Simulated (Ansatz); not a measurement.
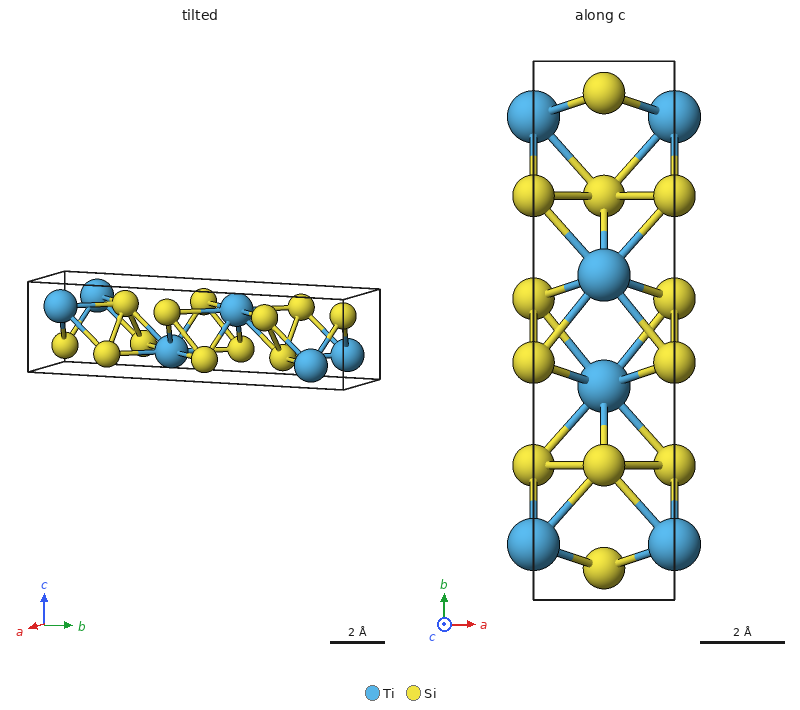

The crystal in a ball-and-stick representation, seen slightly off an axis and along the c axis. The wireframe shows the conventional unit cell.

TiSi2, space group Cmcm (No. 63), a = 3.37 Å, b = 12.88 Å, c = 3.40 Å, α = 90.00°, β = 90.00°, γ = 90.00°.

The calculation used Ansatz 0.2.0, DFT PBE, scalar-relativistic, plane waves, PAW, with plane waves up to 420 eV, k-points about 0.14 Å⁻¹ apart, Gaussian smearing of 0.15 eV, no spin polarisation.

What is the band gap, if any?

Answer. A metal: bands cross the Fermi level.

Give the pressure and its sign.

Answer. The computed pressure is 29.4 GPa (compressed: it would expand). The stress isn't hydrostatic: its largest component is 33.4 GPa.

Its origin is a structure listed in the Materials Project. The cell was then strained or its atoms displaced on purpose. A calculation with Ansatz used it as input.

At this level of theory the run's own cell isn't at rest (compressed, at 29 GPa and forces up to 0.6 eV/Å), so its distances can differ from those at equilibrium, the more so the softer the solid.
